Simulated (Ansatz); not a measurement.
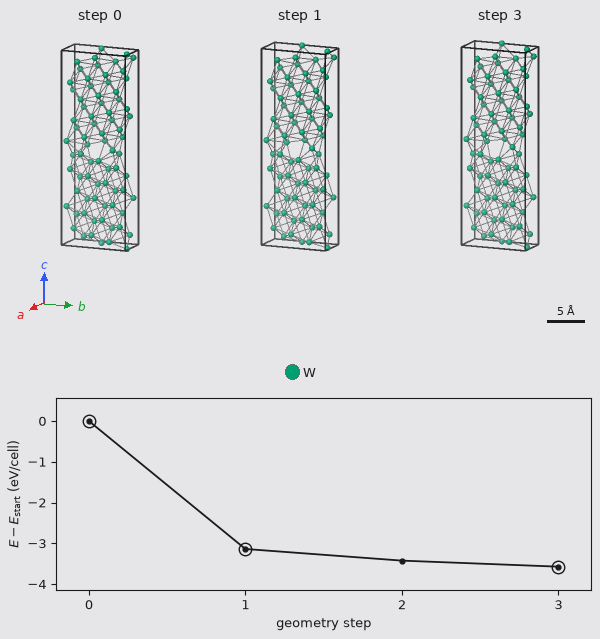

Frames of a relaxation of an interface cell of composition W, marked on the history of the run. The picture is a ball-and-stick view of the conventional cell (2 times the calculation's cell) (origin shifted), seen slightly off an axis. Lengths and directions refer to the drawn axes.

Case: symmetric tilt boundary Sigma 9 (4 1 1), mirror between planes, shift [0.5, 0].

Level of theory: DFT PBEsol, scalar-relativistic, plane waves, PAW (Ansatz 0.2.0). Set-up: plane-wave cutoff 420 eV; k-point mesh 8 × 8 × 2; occupations gaussian; smearing width 0.1 eV; no spin polarisation; cell relaxed at fixed a, b, alpha, beta, gamma; force threshold 0.02 eV/Å; at most 60 steps.

What happens along the run?

The run was cut off at its time limit before the relaxation converged, so the last structure is only a point on the way. The energy falls by 3.572 eV per cell of the calculation in 3 geometry steps. Largest force component: 5 eV/Å at the start, 0.085 eV/Å at the end. Pressure: 4.82 GPa at the start and −1.72 GPa at the end. The largest moves relative to the cell, 0.25 Å, are those of W atoms. The volume changes by +1.6 %, with a unchanged at 4.461 Å, b unchanged at 9.463 Å, c 27.066 → 27.506 Å (+1.6 %). Among the contacts that change: W–W 2.432 → 2.826 Å, W–W 2.405 → 2.634 Å, W–W 2.661 → 2.831 Å, W–W 2.732 → 2.604 Å. From step 0 to 1: W atoms move most (0.20 Å), volume +0.9 %, energy −3.138 eV per cell of the calculation. From step 1 to 3: W atoms move most (0.09 Å), volume +0.7 %, energy −0.434 eV per cell of the calculation.
